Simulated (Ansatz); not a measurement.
**MgO: geometry relaxation (part 2 of 3)**

Continued. System: MgO (P6₃mc, 4 atoms in the cell). Method: DFT, PBE, PAW with Ansatz's default frozen-core files, scalar-relativistic, no spin polarisation (Ansatz 0.2.0); cutoff 420 eV, 13×13×7 k-mesh, Fermi–Dirac smearing of 0.1 eV. The structure was built on a prototype by a generator; it need not be a known phase. Its volume is 0.77 times that of the source entry. It belongs to a series of runs on one base structure; here: wurtzite relaxed under pressure, PAW files.

Geometry of the input (Å; fractional positions):
```
2.7532  0.0000  0.0000
-1.3766  2.3843  0.0000
0.0000  0.0000  4.4877
Mg 0.3333  0.6667  0.0000
Mg 0.6667  0.3333  0.5000
O  0.3333  0.6667  0.3760
O  0.6667  0.3333  0.8760
```

## The program's output, continued
```
SCF iter   1: F=—  HF=-4984.828143 eV  |F-HF|=—  |Δ(HF+E_count)|=         —  Δρ=1.87e-2  dr2=7.64e-2  ethr=2.37e-4  ⟨swp⟩=1.0  Hψ=9719  notcnv=0
preconditioner: auto → none  [insulator: Δε(μ)=5.323 eV  Ē_g=18.102 eV  σ=0.100 eV  W_gap=1.00  n_scr=8 (ndim 8)  ℏωp=26.5 eV  f_vac=0.017  D(μ)=0.00/eV (n_scr^D=0)  ε∞_Penn≈3.1]
SCF iter   2: F=—  HF=-4984.808568 eV  |F-HF|=—  |Δ(HF+E_count)|=   1.96e-2  Δρ=7.96e-3  dr2=1.11e-2  ethr=2.37e-4  ⟨swp⟩=2.0  Hψ=2489  notcnv=0
SCF iter   3: F=—  HF=-4984.808268 eV  |F-HF|=—  |Δ(HF+E_count)|=   3.01e-4  Δρ=3.39e-3  dr2=2.15e-3  ethr=3.46e-5  ⟨swp⟩=2.2  Hψ=2730  notcnv=0
SCF iter   4: F=—  HF=-4984.807883 eV  |F-HF|=—  |Δ(HF+E_count)|=   3.85e-4  Δρ=7.63e-4  dr2=5.06e-5  ethr=6.73e-6  ⟨swp⟩=2.0  Hψ=2296  notcnv=0
SCF iter   5: F=—  HF=-4984.807509 eV  |F-HF|=—  |Δ(HF+E_count)|=   3.73e-4  Δρ=1.20e-4  dr2=1.26e-6  ethr=1.58e-7  ⟨swp⟩=2.7  Hψ=2931  notcnv=0
SCF iter   6: F=-4984.807511 eV  HF=-4984.807511 eV  |F-HF|=1.96e-9  |Δ(HF+E_count)|=   1.89e-6  Δρ=5.47e-6  dr2=4.04e-9  ethr=1.25e-9  ⟨swp⟩=6.0  Hψ=7623  notcnv=0
SCF 7 converged in 6 iterations: F = -4984.807511 eV  dr2 = 4.04e-9
relax step   7: F+E_penalty+E_count = -4984.80751119 eV  Δ(F+E_penalty+E_count) = -6.740e-1 eV  max|allowed force component| = 1.568e0 eV/Å  Δτ_max = 0.0816 Å  P = +93.628 GPa  Ω = 31.511 Å³  energy of the carried Pulay correction = -9.161e-3 eV  (6 SCF iters, dr2 threshold 4.00e-7 eV, accepted)
Crystal: 4 atoms, lattice volume = 30.361 Å³
Basis set: ecut = 420 eV, 563 PW (Γ), exchange–correlation on 40×40×60 points (8 copies of the dense FFT grid, shifted against one another)
iter 1 solved again at ethr=4.30e-4 eV; its pass at ethr=3.10e-3 eV (dr2=1.38e-1 eV) is discarded
SCF iter   1: F=—  HF=-4983.913707 eV  |F-HF|=—  |Δ(HF+E_count)|=         —  Δρ=2.48e-2  dr2=1.40e-1  ethr=4.30e-4  ⟨swp⟩=1.0  Hψ=9419  notcnv=0
preconditioner: auto → none  [insulator: Δε(μ)=5.550 eV  Ē_g=18.611 eV  σ=0.100 eV  W_gap=1.00  n_scr=8 (ndim 8)  ℏωp=27.0 eV  f_vac=0.009  D(μ)=0.00/eV (n_scr^D=0)  ε∞_Penn≈3.1]
SCF iter   2: F=—  HF=-4983.863848 eV  |F-HF|=—  |Δ(HF+E_count)|=   4.99e-2  Δρ=9.45e-3  dr2=1.43e-2  ethr=4.30e-4  ⟨swp⟩=2.0  Hψ=2584  notcnv=0
SCF iter   3: F=—  HF=-4983.861284 eV  |F-HF|=—  |Δ(HF+E_count)|=   2.56e-3  Δρ=3.71e-3  dr2=2.38e-3  ethr=4.47e-5  ⟨swp⟩=2.0  Hψ=2433  notcnv=0
SCF iter   4: F=—  HF=-4983.861099 eV  |F-HF|=—  |Δ(HF+E_count)|=   1.85e-4  Δρ=1.01e-3  dr2=6.64e-5  ethr=7.44e-6  ⟨swp⟩=2.0  Hψ=2289  notcnv=0
SCF iter   5: F=—  HF=-4983.860776 eV  |F-HF|=—  |Δ(HF+E_count)|=   3.23e-4  Δρ=1.11e-4  dr2=9.10e-7  ethr=2.08e-7  ⟨swp⟩=2.6  Hψ=3045  notcnv=0
SCF iter   6: F=-4983.860777 eV  HF=-4983.860777 eV  |F-HF|=8.11e-9  |Δ(HF+E_count)|=   1.23e-6  Δρ=7.94e-6  dr2=6.98e-9  ethr=1.25e-9  ⟨swp⟩=5.6  Hψ=7520  notcnv=0
SCF 8 converged in 6 iterations: F = -4983.860777 eV  dr2 = 6.98e-9
relax step   8: F+E_penalty+E_count = -4983.86077725 eV  Δ(F+E_penalty+E_count) = +9.467e-1 eV  max|allowed force component| = 1.837e0 eV/Å  Δτ_max = 0.0915 Å  P = +113.405 GPa  Ω = 30.361 Å³  energy of the carried Pulay correction = -4.107e-3 eV  (6 SCF iters, dr2 threshold 4.00e-7 eV, rejected (line search))
Crystal: 4 atoms, lattice volume = 30.190 Å³
Basis set: ecut = 420 eV, 601 PW (Γ), exchange–correlation on 40×40×60 points (8 copies of the dense FFT grid, shifted against one another)
iter 1 solved again at ethr=9.52e-5 eV; its pass at ethr=3.10e-3 eV (dr2=3.05e-2 eV) is discarded
SCF iter   1: F=—  HF=-4984.127948 eV  |F-HF|=—  |Δ(HF+E_count)|=         —  Δρ=1.39e-2  dr2=3.11e-2  ethr=9.52e-5  ⟨swp⟩=1.0  Hψ=9313  notcnv=0
preconditioner: auto → none  [insulator: Δε(μ)=5.443 eV  Ē_g=18.563 eV  σ=0.100 eV  W_gap=1.00  n_scr=8 (ndim 8)  ℏωp=27.0 eV  f_vac=0.005  D(μ)=0.00/eV (n_scr^D=0)  ε∞_Penn≈3.1]
SCF iter   2: F=—  HF=-4984.117090 eV  |F-HF|=—  |Δ(HF+E_count)|=   1.09e-2  Δρ=5.71e-3  dr2=4.66e-3  ethr=9.52e-5  ⟨swp⟩=2.5  Hψ=2244  notcnv=0
SCF iter   3: F=—  HF=-4984.115740 eV  |F-HF|=—  |Δ(HF+E_count)|=   1.35e-3  Δρ=5.23e-4  dr2=2.55e-5  ethr=1.45e-5  ⟨swp⟩=2.0  Hψ=2352  notcnv=0
SCF iter   4: F=—  HF=-4984.115345 eV  |F-HF|=—  |Δ(HF+E_count)|=   3.96e-4  Δρ=2.10e-4  dr2=7.30e-6  ethr=7.98e-8  ⟨swp⟩=2.4  Hψ=2833  notcnv=0
SCF iter   5: F=—  HF=-4984.115344 eV  |F-HF|=—  |Δ(HF+E_count)|=   6.55e-7  Δρ=6.70e-5  dr2=6.95e-7  ethr=2.28e-8  ⟨swp⟩=2.0  Hψ=2345  notcnv=0
SCF iter   6: F=—  HF=-4984.115344 eV  |F-HF|=—  |Δ(HF+E_count)|=   3.33e-7  Δρ=1.30e-5  dr2=2.85e-8  ethr=2.17e-9  ⟨swp⟩=2.0  Hψ=2212  notcnv=0
SCF iter   7: F=—  HF=-4984.115344 eV  |F-HF|=—  |Δ(HF+E_count)|=   5.59e-9  Δρ=1.65e-6  dr2=4.98e-10  ethr=8.92e-11  ⟨swp⟩=2.0  Hψ=2339  notcnv=0
SCF iter   8: F=-4984.115344 eV  HF=-4984.115344 eV  |F-HF|=9.09e-13  |Δ(HF+E_count)|=  4.13e-10  Δρ=2.12e-7  dr2=6.70e-12  ethr=1.00e-12  ⟨swp⟩=5.2  Hψ=7047  notcnv=0
SCF 9 converged in 8 iterations: F = -4984.115344 eV  dr2 = 6.70e-12
relax step   9: F+E_penalty+E_count = -4984.11534356 eV  Δ(F+E_penalty+E_count) = +6.922e-1 eV  max|allowed force component| = 9.607e-3 eV/Å  Δτ_max = 0.0564 Å  P = +113.637 GPa  Ω = 30.190 Å³  energy of the carried Pulay correction = -3.335e-3 eV  (8 SCF iters, accepted)
Crystal: 4 atoms, lattice volume = 30.393 Å³
iter 1 solved again at ethr=2.44e-6 eV; its pass at ethr=3.10e-3 eV (dr2=7.80e-4 eV) is discarded
SCF iter   1: F=—  HF=-4984.257327 eV  |F-HF|=—  |Δ(HF+E_count)|=         —  Δρ=1.84e-3  dr2=7.84e-4  ethr=2.44e-6  ⟨swp⟩=2.1  Hψ=8617  notcnv=0
preconditioner: auto → none  [insulator: Δε(μ)=5.495 eV  Ē_g=18.509 eV  σ=0.100 eV  W_gap=1.00  n_scr=8 (ndim 8)  ℏωp=26.9 eV  f_vac=0.010  D(μ)=0.00/eV (n_scr^D=0)  ε∞_Penn≈3.1]
SCF iter   2: F=—  HF=-4984.257107 eV  |F-HF|=—  |Δ(HF+E_count)|=   2.21e-4  Δρ=6.52e-4  dr2=6.61e-5  ethr=2.44e-6  ⟨swp⟩=2.0  Hψ=2352  notcnv=0
SCF iter   3: F=—  HF=-4984.256667 eV  |F-HF|=—  |Δ(HF+E_count)|=   4.40e-4  Δρ=1.72e-4  dr2=4.54e-6  ethr=2.07e-7  ⟨swp⟩=2.0  Hψ=2305  notcnv=0
SCF iter   4: F=-4984.256668 eV  HF=-4984.256668 eV  |F-HF|=8.67e-8  |Δ(HF+E_count)|=   1.30e-6  Δρ=2.74e-5  dr2=1.04e-7  ethr=1.25e-9  ⟨swp⟩=6.2  Hψ=7804  notcnv=0
SCF 10 converged in 4 iterations: F = -4984.256668 eV  dr2 = 1.04e-7
relax step  10: F+E_penalty+E_count = -4984.25666821 eV  Δ(F+E_penalty+E_count) = -1.413e-1 eV  max|allowed force component| = 8.305e-4 eV/Å  Δτ_max = 0.0003 Å  P = +109.948 GPa  Ω = 30.393 Å³  energy of the carried Pulay correction = -4.247e-3 eV  (4 SCF iters, dr2 threshold 4.00e-7 eV, accepted)
Crystal: 4 atoms, lattice volume = 30.390 Å³
iter 1 solved again at ethr=9.22e-10 eV; its pass at ethr=3.10e-3 eV (dr2=2.95e-7 eV) is discarded
SCF iter   1: F=—  HF=-4984.255279 eV  |F-HF|=—  |Δ(HF+E_count)|=         —  Δρ=5.66e-5  dr2=3.98e-7  ethr=9.22e-10  ⟨swp⟩=2.0  Hψ=8690  notcnv=0
preconditioner: auto → none  [insulator: Δε(μ)=5.509 eV  Ē_g=18.522 eV  σ=0.100 eV  W_gap=1.00  n_scr=8 (ndim 8)  ℏωp=26.9 eV  f_vac=0.009  D(μ)=0.00/eV (n_scr^D=0)  ε∞_Penn≈3.1]
SCF iter   2: F=—  HF=-4984.254861 eV  |F-HF|=—  |Δ(HF+E_count)|=   4.18e-4  Δρ=1.96e-5  dr2=8.63e-8  ethr=9.22e-10  ⟨swp⟩=3.3  Hψ=3563  notcnv=0
SCF iter   3: F=-4984.254861 eV  HF=-4984.254861 eV  |F-HF|=7.30e-10  |Δ(HF+E_count)|=   8.04e-9  Δρ=9.92e-6  dr2=1.24e-8  ethr=1.38e-10  ⟨swp⟩=4.1  Hψ=5794  notcnv=0
SCF 11 converged in 3 iterations: F = -4984.254861 eV  dr2 = 1.24e-8
relax step  11: F+E_penalty+E_count = -4984.25486052 eV  Δ(F+E_penalty+E_count) = +1.808e-3 eV  max|allowed force component| = 1.807e-5 eV/Å  Δτ_max = 0.0000 Å  P = +110.000 GPa  Ω = 30.390 Å³  energy of the carried Pulay correction = -4.236e-3 eV  (3 SCF iters, dr2 threshold 4.43e-8 eV, accepted)
Basis set: ecut = 420 eV, 601 PW (Γ), exchange–correlation on 48×48×50 points (8 copies of the dense FFT grid, shifted against one another)
Initial wavefunctions: pseudopotential atomic-orbital guess (no wavefunctions were taken with the density)
iter 1 solved again at ethr=1.93e-6 eV; its pass at ethr=3.10e-3 eV (dr2=6.16e-4 eV) is discarded
SCF iter   1: F=—  HF=-4984.334542 eV  |F-HF|=—  |Δ(HF+E_count)|=         —  Δρ=3.40e-3  dr2=5.79e-4  ethr=1.93e-6  ⟨swp⟩=2.7  Hψ=11616  notcnv=0
preconditioner: auto → none  [insulator: Δε(μ)=5.509 eV  Ē_g=18.523 eV  σ=0.100 eV  W_gap=1.00  n_scr=8 (ndim 8)  ℏωp=26.9 eV  f_vac=0.009  D(μ)=0.00/eV (n_scr^D=0)  ε∞_Penn≈3.1]
SCF iter   2: F=—  HF=-4984.335337 eV  |F-HF|=—  |Δ(HF+E_count)|=   7.95e-4  Δρ=1.55e-3  dr2=1.41e-4  ethr=1.81e-6  ⟨swp⟩=2.0  Hψ=2352  notcnv=0
SCF iter   3: F=—  HF=-4984.335589 eV  |F-HF|=—  |Δ(HF+E_count)|=   2.52e-4  Δρ=7.01e-4  dr2=1.96e-5  ethr=4.41e-7  ⟨swp⟩=2.0  Hψ=2149  notcnv=0
SCF iter   4: F=—  HF=-4984.335646 eV  |F-HF|=—  |Δ(HF+E_count)|=   5.72e-5  Δρ=4.35e-5  dr2=1.38e-7  ethr=6.11e-8  ⟨swp⟩=2.0  Hψ=2352  notcnv=0
SCF iter   5: F=—  HF=-4984.335648 eV  |F-HF|=—  |Δ(HF+E_count)|=   1.26e-6  Δρ=4.05e-6  dr2=1.73e-9  ethr=4.31e-10  ⟨swp⟩=3.0  Hψ=3128  notcnv=0
SCF iter   6: F=-4984.335648 eV  HF=-4984.335648 eV  |F-HF|=4.73e-11  |Δ(HF+E_count)|=   1.58e-9  Δρ=5.38e-7  dr2=2.41e-11  ethr=1.00e-12  ⟨swp⟩=3.6  Hψ=7713  notcnv=0
SCF 12 converged in 6 iterations: F = -4984.335648 eV  dr2 = 2.41e-11
relax step  12: F+E_penalty+E_count = -4984.33564758 eV  Δ(F+E_penalty+E_count) = -8.079e-2 eV  max|allowed force component| = 1.934e-5 eV/Å  Δτ_max = 0.0000 Å  P = +113.386 GPa  Ω = 30.390 Å³  stress off target by 5.06e0 GPa  SCF on the basis re-selected at this cell (its energy is not comparable with the rows above)  (6 SCF iters)
basis re-selected at this cell: Δ(F+E_penalty+E_count) = -8.079e-2 eV, ΔP = +3.386 GPa vs the last step (what re-selecting the basis moved, of the pressure what is left beyond the Pulay correction that the steps carried, after the strain that the cell walked since its last selection, with what the two solves' SCF thresholds leave and, on support functions, any second-order correction that the steps lacked; it is no measure of the basis error at this ecutwfc). The dense FFT grid was sized anew with the basis: this SCF ran on 24×24×25 points, the steps before it on 20×20×30, so part of this shift can come from that change (see relax.cell in the input reference). This SCF's stress stands 5.06e0 GPa from its target on what of the cell is left free (relax.cell.stress_tol is 5.50e-2 GPa) and its largest allowed force component is 1.93e-5 eV/Å (relax.f_tol is 5.00e-3 eV/Å): not within both, so this SCF does not close the relaxation
Crystal: 4 atoms, lattice volume = 30.578 Å³
iter 1 solved again at ethr=2.18e-6 eV; its pass at ethr=3.10e-3 eV (dr2=6.98e-4 eV) is discarded
SCF iter   1: F=—  HF=-4984.467791 eV  |F-HF|=—  |Δ(HF+E_count)|=         —  Δρ=1.74e-3  dr2=6.65e-4  ethr=2.18e-6  ⟨swp⟩=2.0  Hψ=8815  notcnv=0
preconditioner: auto → none  [insulator: Δε(μ)=5.437 eV  Ē_g=18.448 eV  σ=0.100 eV  W_gap=1.00  n_scr=8 (ndim 8)  ℏωp=26.9 eV  f_vac=0.011  D(μ)=0.00/eV (n_scr^D=0)  ε∞_Penn≈3.1]
SCF iter   2: F=—  HF=-4984.467607 eV  |F-HF|=—  |Δ(HF+E_count)|=   1.85e-4  Δρ=6.43e-4  dr2=6.19e-5  ethr=2.08e-6  ⟨swp⟩=2.0  Hψ=2352  notcnv=0
SCF iter   3: F=—  HF=-4984.467580 eV  |F-HF|=—  |Δ(HF+E_count)|=   2.65e-5  Δρ=2.19e-4  dr2=7.40e-6  ethr=1.93e-7  ⟨swp⟩=2.0  Hψ=2288  notcnv=0
SCF iter   4: F=-4984.467580 eV  HF=-4984.467580 eV  |F-HF|=7.65e-8  |Δ(HF+E_count)|=   2.23e-7  Δρ=4.44e-5  dr2=3.21e-7  ethr=1.25e-9  ⟨swp⟩=4.0  Hψ=7706  notcnv=0
SCF 13 converged in 4 iterations: F = -4984.467580 eV  dr2 = 3.21e-7
relax step  13: F+E_penalty+E_count = -4984.46758046 eV  Δ(F+E_penalty+E_count) = -1.319e-1 eV  max|allowed force component| = 1.243e-5 eV/Å  Δτ_max = 0.0000 Å  P = +110.285 GPa  Ω = 30.578 Å³  energy of the carried Pulay correction = -9.346e-4 eV  (4 SCF iters, dr2 threshold 4.00e-7 eV, accepted)
Crystal: 4 atoms, lattice volume = 30.595 Å³
iter 1 solved again at ethr=2.11e-8 eV; its pass at ethr=3.10e-3 eV (dr2=6.77e-6 eV) is discarded
SCF iter   1: F=—  HF=-4984.479065 eV  |F-HF|=—  |Δ(HF+E_count)|=         —  Δρ=1.67e-4  dr2=6.57e-6  ethr=2.11e-8  ⟨swp⟩=2.8  Hψ=8800  notcnv=0
preconditioner: auto → none  [insulator: Δε(μ)=5.439 eV  Ē_g=18.452 eV  σ=0.100 eV  W_gap=1.00  n_scr=8 (ndim 8)  ℏωp=26.9 eV  f_vac=0.010  D(μ)=0.00/eV (n_scr^D=0)  ε∞_Penn≈3.1]
SCF iter   2: F=—  HF=-4984.479056 eV  |F-HF|=—  |Δ(HF+E_count)|=   9.50e-6  Δρ=6.94e-5  dr2=6.32e-7  ethr=2.05e-8  ⟨swp⟩=2.0  Hψ=2351  notcnv=0
SCF iter   3: F=-4984.479056 eV  HF=-4984.479056 eV  |F-HF|=1.98e-8  |Δ(HF+E_count)|=   4.10e-8  Δρ=2.63e-5  dr2=1.29e-7  ethr=1.21e-9  ⟨swp⟩=5.0  Hψ=6791  notcnv=0
SCF 14 converged in 3 iterations: F = -4984.479056 eV  dr2 = 1.29e-7
relax step  14: F+E_penalty+E_count = -4984.47905588 eV  Δ(F+E_penalty+E_count) = -1.148e-2 eV  max|allowed force component| = 1.019e-4 eV/Å  Δτ_max = 0.0000 Å  P = +110.013 GPa  Ω = 30.595 Å³  energy of the carried Pulay correction = -1.021e-3 eV  (3 SCF iters, dr2 threshold 3.88e-7 eV, accepted)
iter 1 solved again at ethr=1.13e-8 eV; its pass at ethr=3.10e-3 eV (dr2=3.63e-6 eV) is discarded
SCF iter   1: F=—  HF=-4984.480049 eV  |F-HF|=—  |Δ(HF+E_count)|=         —  Δρ=9.47e-5  dr2=3.70e-7  ethr=1.13e-8  ⟨swp⟩=3.3  Hψ=13097  notcnv=0
preconditioner: auto → none  [insulator: Δε(μ)=5.440 eV  Ē_g=18.452 eV  σ=0.100 eV  W_gap=1.00  n_scr=8 (ndim 8)  ℏωp=26.9 eV  f_vac=0.010  D(μ)=0.00/eV (n_scr^D=0)  ε∞_Penn≈3.1]
SCF iter   2: F=—  HF=-4984.480049 eV  |F-HF|=—  |Δ(HF+E_count)|=   4.96e-7  Δρ=4.65e-5  dr2=9.93e-8  ethr=1.16e-9  ⟨swp⟩=2.0  Hψ=3023  notcnv=0
SCF iter   3: F=—  HF=-4984.480051 eV  |F-HF|=—  |Δ(HF+E_count)|=   1.94e-6  Δρ=1.45e-5  dr2=3.67e-8  ethr=3.10e-10  ⟨swp⟩=2.0  Hψ=2352  notcnv=0
SCF iter   4: F=—  HF=-4984.480051 eV  |F-HF|=—  |Δ(HF+E_count)|=   8.72e-9  Δρ=1.51e-6  dr2=1.64e-10  ethr=1.15e-10  ⟨swp⟩=2.0  Hψ=2295  notcnv=0
SCF iter   5: F=-4984.480051 eV  HF=-4984.480051 eV  |F-HF|=1.78e-10  |Δ(HF+E_count)|=   1.43e-9  Δρ=5.51e-7  dr2=2.09e-11  ethr=1.00e-12  ⟨swp⟩=5.0  Hψ=6258  notcnv=0
SCF 15 converged in 5 iterations: F = -4984.480051 eV  dr2 = 2.09e-11
relax step  15: F+E_penalty+E_count = -4984.48005057 eV  Δ(F+E_penalty+E_count) = -9.947e-4 eV  max|allowed force component| = 1.023e-4 eV/Å  Δτ_max = 0.0000 Å  P = +110.027 GPa  Ω = 30.595 Å³  stress off target by 5.15e-2 GPa  SCF on the basis re-selected at this cell (its energy is not comparable with the rows above)  (5 SCF iters)
```

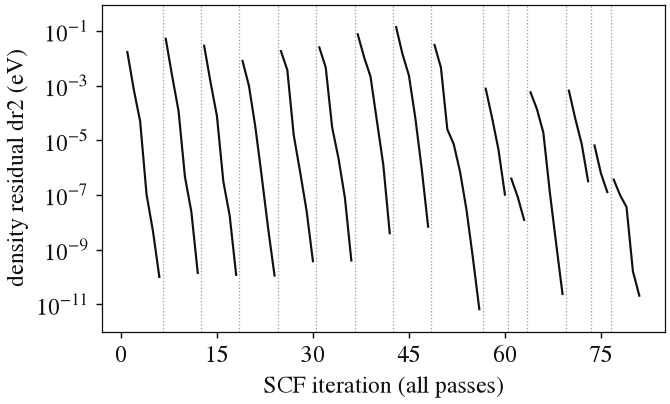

**Figure 1.** Convergence of the self-consistent field: density residual dr2 against the SCF iteration. The dotted lines part the SCF passes of the relaxation: geometry steps, rejected trials and re-solves on a re-selected basis. The 15 passes take 3 to 8 iterations each, 81 in all.
